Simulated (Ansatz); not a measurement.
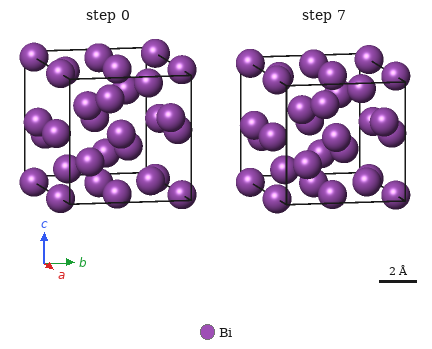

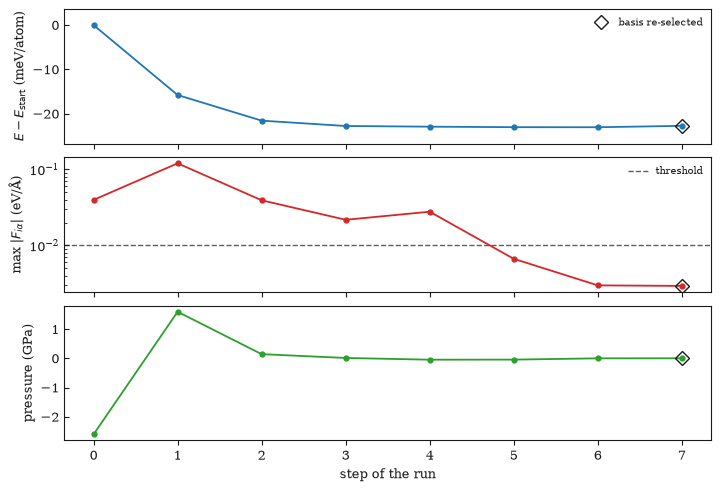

First and last geometry of a relaxation of solid Bi (built on the database_64 type), with the history of the run. A spheres-only model of the conventional cell (2 times the calculation's cell), seen slightly off an axis. Lengths and directions refer to the drawn axes.

Case: structure listed in a database for this formula (Cmce, No. 64).

All numbers below come from DFT PBEsol, scalar-relativistic, plane waves, PAW in Ansatz.

Input
```yaml
crystal:
  lattice:
    - [5.540062, -3.4040555, 0.0]
    - [5.540062, 3.4040555, 0.0]
    - [0.0, 0.0, 6.903931]
  atoms:
    - { symbol: Bi, position: [0.703996, 0.703996, 0.5] }
    - { symbol: Bi, position: [0.203996, 0.203996, 0.0] }
    - { symbol: Bi, position: [0.296004, 0.296004, 0.5] }
    - { symbol: Bi, position: [0.796004, 0.796004, 0.0] }
    - { symbol: Bi, position: [0.666887, 0.333113, 0.833033] }
    - { symbol: Bi, position: [0.333113, 0.666887, 0.166967] }
    - { symbol: Bi, position: [0.833113, 0.166887, 0.333033] }
    - { symbol: Bi, position: [0.166887, 0.833113, 0.666967] }
basis:
  ecutwfc: 420
kpoints:
  mp_grid: { grid: [8, 8, 6] }
hamiltonian:
  xc: pbesol
scf:
  occupations: { method: gaussian, width: 0.1 }
output:
  forces: true
  stress: true
  eigenvalues: true
relax:
  adjacent_minimum: "off"
  f_tol: 0.01
  max_steps: 80
  cell: { stress_tol: 0.05 }
```

Read the history and describe the run.

Answer. It converged. The largest moves relative to the cell, 0.067 Å, are those of Bi5, Bi6, Bi7 and Bi8. Bi6 goes along [0 3 1]. Cell: a 11.080 → 11.268 Å (+1.7 %), b 6.808 → 6.659 Å (−2.2 %), c 6.904 → 6.572 Å (−4.8 %). Volume −5.3 %. Some distances before and after: Bi5–Bi7 3.633 → 3.428 Å, Bi1–Bi4 3.599 → 3.430 Å, Bi5–Bi8 3.592 → 3.493 Å, Bi1–Bi3 3.553 → 3.471 Å. The space group stays Cmce (No. 64). The energy falls by 22.7 meV per atom in 6 accepted moves (7 points after the start). The largest force component goes from 0.04 to 0.0029 eV/Å. Pressure: −2.60 GPa at the start and 0.00 GPa at the end. The SCF was repeated once at an unchanged geometry on a basis and grid sized afresh for the cell, which shifted the energy by 0.3 meV per atom at most.
